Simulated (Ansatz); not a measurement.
## In₄Ga₃As₃: geometry relaxation (part 2 of 4)

The same run, continued: In₄Ga₃As₃ (interface cell, 30 atoms in the cell); DFT LDA, scalar-relativistic, plane waves, PAW, no spin polarisation (Ansatz 0.2.0); cutoff 420 eV, 6×6×2 k-mesh, Gaussian smearing of 0.1 eV. The structure derives from a Materials Project entry. It belongs to a series of runs on one base structure; here: film shifted by (0, 0) in the plane.

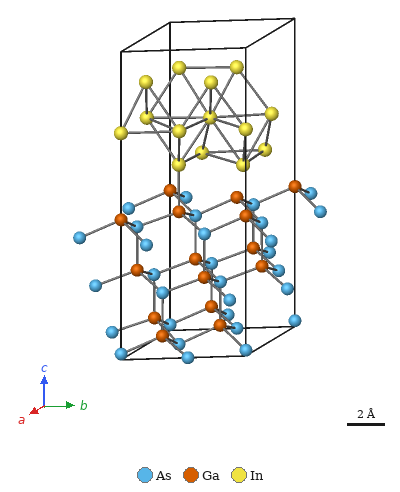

**Figure 1.** The geometry at step 12 of the log (ball-and-stick view of the cell of the calculation, seen slightly off an axis; bonded neighbours outside the cell are drawn too).

**Output, continued**
```
--- Forces (eV/Å), atoms counted from 1 ---
  atom   1  As     0.00034729     0.00040674     0.00560510
  atom   2  As     0.00127985    -0.00084702    -0.00331149
  atom   3  As     0.00000748     0.00142269     0.00188715
  atom   4  Ga     0.00359188    -0.00633480    -0.00215373
  atom   5  Ga     0.00392553     0.00563625     0.00055194
  atom   6  Ga    -0.00789101     0.00084840     0.00034335
  atom   7  As     0.00316624    -0.00074020     0.00046788
  atom   8  As     0.00211990     0.00122987    -0.00016071
  atom   9  As    -0.00170185     0.00191359    -0.00028160
  atom  10  Ga    -0.00301242     0.00272571    -0.00338888
  atom  11  Ga     0.00495966     0.00219633    -0.00152172
  atom  12  Ga    -0.00115180    -0.00320507    -0.00266030
  atom  13  As    -0.00034928     0.00132158    -0.00328262
  atom  14  As     0.00088125     0.00013693    -0.00118258
  atom  15  As     0.00213903     0.00001912    -0.00323927
  atom  16  Ga    -0.00111689    -0.00195852    -0.00096156
  atom  17  Ga    -0.00068085    -0.00081557     0.00227827
  atom  18  Ga    -0.00086135    -0.00060802     0.00217919
  atom  19  In    -0.00106556    -0.00132452    -0.00212562
  atom  20  In     0.00346963    -0.00253070     0.00333399
  atom  21  In    -0.00158463     0.00234372     0.00514152
  atom  22  In     0.00005663     0.00353470     0.00261340
  atom  23  In    -0.00324595    -0.00306662     0.00127714
  atom  24  In    -0.00138529     0.00001790    -0.00119397
  atom  25  In    -0.00186155     0.00102192     0.00527103
  atom  26  In    -0.00267455    -0.00397537    -0.00078352
  atom  27  In    -0.00064787     0.00050092     0.00195484
  atom  28  In     0.00374928     0.00182825    -0.00223344
  atom  29  In    -0.00429094    -0.00143884    -0.00073717
  atom  30  In     0.00382911    -0.00025818    -0.00369459
  max |Σ_I F_I| component: 7.99e-6 eV/Å
--- Stress (GPa, compression-positive) ---
       -1.946383       0.000025      -0.007486
        0.000025      -1.933671      -0.000891
       -0.007486      -0.000891       0.006094
  P = ⅓ Tr σ = -1.2913 GPa (-12.913 kbar)
--- Band table (eV; the first three rows and the last of 40) ---
  k-point 0: bands = ["-26.5587", "-26.5506", "-26.5501", "-26.5443", "-26.5424", "-26.5420", "-26.5365", "-26.5340", "-26.5313", "-26.5284", "-26.5262", "-26.5235", "-26.5185", "-26.5155", "-26.5105", "-26.5032", "-26.5020", "-26.5010", "-26.4960", "-26.4953", "-26.4948", "-26.4943", "-26.4938", "-26.4929", "-26.4845", "-26.4840", "-26.4830", "-26.4826", "-26.4819", "-26.4811", "-26.4279", "-26.4268", "-26.4225", "-26.4174", "-26.4166", "-26.4139", "-26.4066", "-26.4057", "-26.3946", "-26.3937",
      "-26.3924", "-26.3915", "-26.3868", "-26.3825", "-26.3818", "-6.1631", "-6.1628", "-6.1305", "-6.1259", "-6.1247", "-6.0692", "-6.0620", "-6.0581", "-6.0579", "-6.0388", "-6.0355", "-6.0343", "-6.0321", "-6.0319", "-6.0222", "-6.0050", "-6.0023", "-5.9961", "-5.9946", "-5.9904", "-5.9888", "-5.9883", "-5.9874", "-5.9867", "-5.9833", "-5.9816", "-5.9802", "-5.9789", "-5.9709", "-5.9696", "-5.9626", "-5.9609", "-5.9459", "-5.9445", "-5.9425",
      "-5.9340", "-5.9315", "-5.9253", "-5.9225", "-5.9213", "-5.9189", "-5.9156", "-5.9120", "-5.8825", "-5.8822", "-5.6484", "-5.6468", "-5.6456", "-5.5708", "-5.5702", "-5.5555", "-5.5464", "-5.5456", "-5.5380", "-5.5110", "-5.5069", "-5.5065", "-5.4914", "-5.4855", "-5.4833", "-5.4756", "-5.4676", "-5.4652", "-5.4572", "-5.4426", "-5.4406", "-5.4214", "-5.4186", "-5.4174", "-5.4057", "-5.4043", "-5.3905", "-5.3891", "-5.3827", "-5.3810",
      "-5.2988", "-5.2983", "-5.2945", "-5.2813", "-5.2783", "-5.2748", "-5.2644", "-5.2627", "-5.2537", "-5.2529", "-5.1884", "-5.1744", "-5.1734", "-5.1724", "-5.1698", "-5.1679", "-5.1662", "-5.1545", "-5.1532", "-5.1508", "-5.1469", "-5.1452", "-5.1391", "-5.1381", "-5.1231", "-5.1181", "-5.1138", "-5.1103", "-5.0876", "-5.0856", "-3.8341", "-3.2783", "-2.6706", "-1.6947", "-1.6895", "-1.6811", "-1.6800", "-1.4086", "-1.3141", "-0.1574",
      "1.0107", "2.0570", "2.2032", "2.2066", "2.2216", "2.3031", "2.3103", "2.8691", "3.0745", "4.1095", "4.1269", "4.1286", "4.2143", "4.2353", "4.4092", "4.8499", "4.8660", "4.9459", "5.0027", "5.1118", "5.1399", "5.4989", "5.5539", "5.5645", "5.7750", "5.8736", "6.0202", "6.0290", "6.2477", "6.8111", "6.8250", "7.0222", "7.0453", "7.0563", "7.0865", "7.8792", "7.8805", "8.2380", "8.2421", "8.3276",
      "8.3369", "8.5827", "8.5909", "8.6899", "8.7095", "8.7473", "8.7574", "9.2870", "9.6676", "10.0220", "10.3081", "11.0689", "11.1056", "11.4494", "11.4667", "11.6289", "11.6428", "12.0133", "12.0321", "12.1246", "12.2047", "12.2122", "12.4053", "12.4172", "12.4975", "12.6432", "12.8799", "13.0100", "13.0156", "13.1468", "13.1478", "13.5247", "13.5273", "13.7545", "14.3090", "14.4402", "14.5799", "14.6034", "14.6896", "14.6973",
      "14.7309", "14.8257", "14.8514", "14.8580", "15.1516"]
  k-point 1: bands = ["-26.5587", "-26.5506", "-26.5501", "-26.5443", "-26.5425", "-26.5420", "-26.5365", "-26.5340", "-26.5313", "-26.5284", "-26.5262", "-26.5235", "-26.5185", "-26.5155", "-26.5105", "-26.5032", "-26.5020", "-26.5010", "-26.4960", "-26.4953", "-26.4948", "-26.4943", "-26.4938", "-26.4929", "-26.4845", "-26.4840", "-26.4830", "-26.4826", "-26.4819", "-26.4811", "-26.4279", "-26.4268", "-26.4225", "-26.4174", "-26.4166", "-26.4139", "-26.4066", "-26.4057", "-26.3946", "-26.3937",
      "-26.3924", "-26.3915", "-26.3868", "-26.3825", "-26.3818", "-6.1631", "-6.1628", "-6.1305", "-6.1259", "-6.1247", "-6.0691", "-6.0620", "-6.0581", "-6.0579", "-6.0388", "-6.0356", "-6.0343", "-6.0320", "-6.0319", "-6.0222", "-6.0050", "-6.0023", "-5.9961", "-5.9946", "-5.9904", "-5.9888", "-5.9883", "-5.9874", "-5.9867", "-5.9833", "-5.9817", "-5.9801", "-5.9789", "-5.9709", "-5.9696", "-5.9626", "-5.9609", "-5.9459", "-5.9445", "-5.9425",
      "-5.9340", "-5.9315", "-5.9253", "-5.9225", "-5.9213", "-5.9189", "-5.9156", "-5.9120", "-5.8825", "-5.8822", "-5.6483", "-5.6468", "-5.6456", "-5.5708", "-5.5702", "-5.5554", "-5.5464", "-5.5456", "-5.5380", "-5.5110", "-5.5069", "-5.5065", "-5.4914", "-5.4855", "-5.4833", "-5.4756", "-5.4676", "-5.4652", "-5.4573", "-5.4426", "-5.4406", "-5.4214", "-5.4186", "-5.4174", "-5.4057", "-5.4043", "-5.3904", "-5.3891", "-5.3827", "-5.3810",
      "-5.2988", "-5.2983", "-5.2945", "-5.2813", "-5.2783", "-5.2748", "-5.2644", "-5.2627", "-5.2537", "-5.2529", "-5.1884", "-5.1744", "-5.1734", "-5.1724", "-5.1698", "-5.1679", "-5.1662", "-5.1545", "-5.1532", "-5.1508", "-5.1469", "-5.1452", "-5.1391", "-5.1381", "-5.1231", "-5.1181", "-5.1138", "-5.1103", "-5.0876", "-5.0856", "-3.8342", "-3.2788", "-2.6688", "-1.6947", "-1.6895", "-1.6811", "-1.6800", "-1.4087", "-1.3141", "-0.1849",
      "1.1590", "2.0245", "2.2029", "2.2063", "2.2213", "2.2757", "2.3029", "2.3101", "4.1278", "4.1431", "4.1446", "4.2044", "4.2678", "4.2804", "4.4480", "4.5394", "4.7047", "4.7206", "4.8077", "4.8934", "5.0062", "5.0295", "5.7430", "5.9098", "5.9214", "5.9591", "6.2447", "6.2583", "6.4765", "6.4893", "6.7237", "6.7402", "6.8120", "6.8805", "7.8256", "7.8684", "7.8852", "7.8861", "8.2785", "8.2847",
      "8.5587", "8.5734", "8.6691", "8.6737", "8.8757", "8.8967", "8.9589", "8.9812", "9.9657", "10.0479", "10.5374", "10.6231", "10.7323", "10.7726", "10.7999", "11.0626", "11.0907", "12.1190", "12.3913", "12.4184", "12.6879", "12.6984", "12.8644", "13.0287", "13.0471", "13.2461", "13.2780", "13.3519", "13.4445", "13.4513", "13.4906", "13.5182", "13.5265", "13.5880", "13.7979", "13.8310", "13.8604", "14.2366", "14.3115", "14.3153",
      "14.3453", "14.6127", "14.6263", "14.7664", "15.0103"]
  k-point 2: bands = ["-26.5587", "-26.5506", "-26.5501", "-26.5443", "-26.5425", "-26.5420", "-26.5365", "-26.5340", "-26.5313", "-26.5284", "-26.5262", "-26.5235", "-26.5185", "-26.5155", "-26.5105", "-26.5031", "-26.5021", "-26.5010", "-26.4960", "-26.4954", "-26.4948", "-26.4942", "-26.4938", "-26.4928", "-26.4845", "-26.4840", "-26.4831", "-26.4825", "-26.4820", "-26.4810", "-26.4279", "-26.4268", "-26.4225", "-26.4174", "-26.4166", "-26.4139", "-26.4066", "-26.4057", "-26.3946", "-26.3937",
      "-26.3924", "-26.3915", "-26.3867", "-26.3825", "-26.3818", "-6.1636", "-6.1623", "-6.1328", "-6.1249", "-6.1223", "-6.0707", "-6.0651", "-6.0604", "-6.0554", "-6.0382", "-6.0360", "-6.0352", "-6.0331", "-6.0292", "-6.0202", "-6.0059", "-6.0026", "-5.9981", "-5.9974", "-5.9906", "-5.9899", "-5.9875", "-5.9859", "-5.9847", "-5.9826", "-5.9816", "-5.9799", "-5.9788", "-5.9713", "-5.9695", "-5.9617", "-5.9610", "-5.9491", "-5.9428", "-5.9413",
      "-5.9333", "-5.9309", "-5.9274", "-5.9257", "-5.9200", "-5.9187", "-5.9137", "-5.9108", "-5.8822", "-5.8819", "-5.6407", "-5.6341", "-5.6311", "-5.5658", "-5.5639", "-5.5502", "-5.5389", "-5.5327", "-5.5276", "-5.5129", "-5.5079", "-5.5046", "-5.4926", "-5.4885", "-5.4834", "-5.4723", "-5.4653", "-5.4566", "-5.4465", "-5.4369", "-5.4267", "-5.4197", "-5.4130", "-5.4079", "-5.3980", "-5.3929", "-5.3846", "-5.3792", "-5.3722", "-5.3679",
      "-5.3072", "-5.3031", "-5.2925", "-5.2906", "-5.2855", "-5.2792", "-5.2696", "-5.2664", "-5.2597", "-5.2553", "-5.2064", "-5.1954", "-5.1924", "-5.1853", "-5.1825", "-5.1761", "-5.1715", "-5.1632", "-5.1614", "-5.1585", "-5.1524", "-5.1496", "-5.1451", "-5.1365", "-5.1267", "-5.1220", "-5.1152", "-5.1141", "-5.0929", "-5.0906", "-3.7365", "-3.1844", "-2.5847", "-1.9827", "-1.8831", "-1.6991", "-1.6719", "-1.4379", "-1.3794", "-0.0316",
      "1.1246", "2.0182", "2.0725", "2.2448", "2.3066", "2.3354", "2.5549", "2.9357", "3.1064", "3.1473", "3.7581", "3.7934", "4.1955", "4.4943", "4.6231", "4.9583", "4.9768", "5.1154", "5.2275", "5.2774", "5.4031", "5.5807", "5.7337", "5.7583", "5.9411", "6.0920", "6.1970", "6.3546", "6.4931", "6.5517", "6.6611", "6.8429", "7.0064", "7.0812", "7.5204", "7.5508", "7.6034", "7.7039", "7.7846", "8.0238",
      "8.1767", "8.2866", "8.4774", "8.8194", "8.9598", "9.1806", "9.5629", "9.5924", "10.1721", "10.5709", "10.7247", "10.8169", "10.9579", "11.0535", "11.2477", "11.5475", "11.6120", "11.8180", "11.9790", "12.0569", "12.2143", "12.3368", "12.4441", "12.5294", "12.5837", "12.6967", "12.7815", "12.9116", "12.9603", "13.0706", "13.2990", "13.4006", "13.4337", "13.6004", "13.6426", "13.7917", "13.9287", "14.0222", "14.1287", "14.1922",
      "14.3182", "14.4546", "14.5899", "14.7183", "14.7526"]
  k-point 39: bands = ["-26.5587", "-26.5506", "-26.5501", "-26.5443", "-26.5425", "-26.5420", "-26.5365", "-26.5340", "-26.5313", "-26.5284", "-26.5263", "-26.5235", "-26.5185", "-26.5155", "-26.5105", "-26.5030", "-26.5021", "-26.5011", "-26.4960", "-26.4953", "-26.4948", "-26.4942", "-26.4938", "-26.4928", "-26.4847", "-26.4838", "-26.4832", "-26.4826", "-26.4819", "-26.4809", "-26.4279", "-26.4268", "-26.4225", "-26.4174", "-26.4166", "-26.4139", "-26.4066", "-26.4057", "-26.3946", "-26.3937",
      "-26.3924", "-26.3915", "-26.3867", "-26.3825", "-26.3818", "-6.1675", "-6.1493", "-6.1484", "-6.1226", "-6.1082", "-6.0963", "-6.0668", "-6.0491", "-6.0444", "-6.0425", "-6.0398", "-6.0367", "-6.0355", "-6.0336", "-6.0180", "-6.0068", "-6.0035", "-6.0010", "-5.9986", "-5.9949", "-5.9907", "-5.9877", "-5.9848", "-5.9842", "-5.9816", "-5.9785", "-5.9771", "-5.9754", "-5.9738", "-5.9677", "-5.9622", "-5.9572", "-5.9502", "-5.9444", "-5.9349",
      "-5.9338", "-5.9311", "-5.9307", "-5.9283", "-5.9239", "-5.9167", "-5.9124", "-5.9058", "-5.8816", "-5.8808", "-5.6094", "-5.5800", "-5.5724", "-5.5685", "-5.5594", "-5.5527", "-5.5377", "-5.5210", "-5.5036", "-5.4987", "-5.4941", "-5.4765", "-5.4717", "-5.4655", "-5.4633", "-5.4519", "-5.4495", "-5.4308", "-5.4234", "-5.4198", "-5.3979", "-5.3965", "-5.3852", "-5.3763", "-5.3668", "-5.3646", "-5.3600", "-5.3502", "-5.3440", "-5.3387",
      "-5.3323", "-5.3273", "-5.3181", "-5.3083", "-5.2896", "-5.2887", "-5.2791", "-5.2738", "-5.2707", "-5.2598", "-5.2562", "-5.2472", "-5.2418", "-5.2351", "-5.2323", "-5.2236", "-5.2173", "-5.2082", "-5.1974", "-5.1914", "-5.1779", "-5.1741", "-5.1557", "-5.1473", "-5.1436", "-5.1394", "-5.1204", "-5.1098", "-5.1004", "-5.0985", "-3.0208", "-3.0097", "-2.5133", "-2.4959", "-2.1297", "-2.0008", "-1.9674", "-1.8214", "-1.5184", "0.9095",
      "0.9807", "1.9377", "2.0202", "2.1628", "2.2052", "2.2136", "2.6559", "2.6931", "3.3128", "3.3748", "3.6945", "3.7221", "4.1683", "4.1923", "4.4453", "4.6155", "4.6984", "4.7130", "5.3753", "5.6838", "5.7805", "5.8112", "6.0431", "6.1130", "6.3509", "6.5121", "6.5539", "6.6713", "6.7035", "6.8522", "6.8891", "6.9057", "6.9255", "7.1345", "7.3759", "7.6028", "7.9105", "7.9826", "8.0440", "8.2468",
      "8.3745", "8.4819", "9.0783", "9.2301", "9.4040", "9.6115", "9.6998", "9.7393", "9.8654", "10.3076", "10.4660", "10.4808", "10.6976", "10.8598", "10.9763", "11.0599", "11.2552", "11.3008", "11.6264", "11.7847", "11.8218", "11.9442", "11.9741", "12.2953", "12.4240", "12.4371", "12.5012", "12.5862", "12.6548", "12.8091", "12.8984", "12.9519", "13.0445", "13.1429", "13.2033", "13.3076", "13.3737", "13.4771", "13.7226", "13.8824",
      "13.9280", "14.0682", "14.2107", "14.2292", "14.2723"]
```
